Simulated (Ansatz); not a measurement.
The calculation's input:

```
crystal:
  lattice:
    - [0.0, 3.8694971258, 3.8694971258]
    - [3.8694971258, 0.0, 3.8694971258]
    - [3.8694971258, 3.8694971258, 0.0]
  atoms:
    - { symbol: Rb, position: [0.0, 0.0, 0.0] }
    - { symbol: Br, position: [0.25, 0.25, 0.25] }
kpoints:
  mp_grid: { grid: [4, 4, 4] }
  band_path:
    path:
      - [0.0, 0.0, 0.0]
      - [-0.5, -0.5, 0.0]
      - [-0.375, -0.375, 0.25]
      - [-0.375, 0.0, 0.375]
      - [0.0, 0.0, 0.5]
      - [-0.5, -0.25, 0.25]
      - [0.0, 0.5, 0.5]
    npoints: 1
hamiltonian:
  xc: hse06
scf:
  occupations: { method: fixed }
  n_extra_bands: 8
magnetization:
  noncollinear: true
  spin_orbit: true
output:
  eigenvalues: true
  write_density: true
  write_potential: true
  elf: true
  volumetric_format: npy
```

Launched as:

```sh
ansatz run input.yaml --threads 2 --pin off --max-ram 2211MiB --backend cpu --events-out ev --progress --plain --runs-dir out
```

Below, planes, directions and counts refer to the conventional cell (a = 7.74 Å, b = 7.74 Å, c = 7.74 Å, α = 90.00°, β = 90.00°, γ = 90.00°).

Space group F-43m; started from the zincblende prototype, which need not be the ambient phase.

Computed with Ansatz, DFT, HSE06 with spin-orbit coupling, plane waves, PAW.

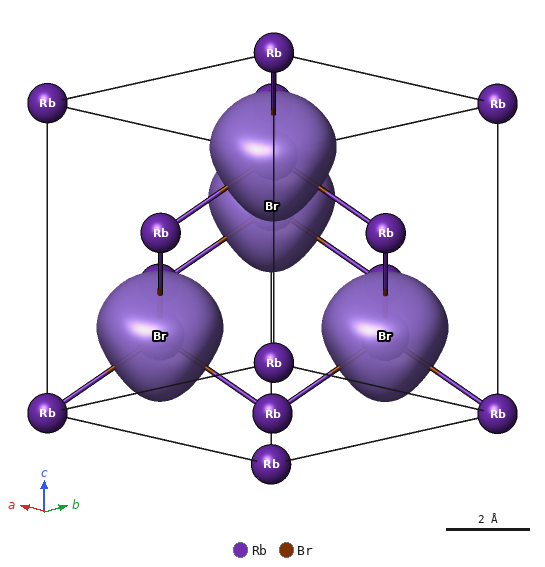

RbBr. Isosurface of the ELF at 0.65 (purple), seen at an oblique angle. Only the valence region is drawn (cores and ρ < 0.01 e/Å³ removed). Sticks mark near contacts.

Where are the electrons localised?

Answer. At this value the surface marks out four regions wrapped around Br (the valence shell of each), counted in one cell of 8 atoms. Any copies at cell faces, edges or corners count once.

Values along the shortest contacts:
Rb–Br (3.35 Å): the ELF is about 0.10 at the midpoint: a closed-shell, largely ionic contact.

Does the calculation give a band gap?

Answer. It is gapped, with a Kohn–Sham gap of 5.0 eV on the k-point mesh (the band edges may lie off the mesh, which would make the gap smaller).
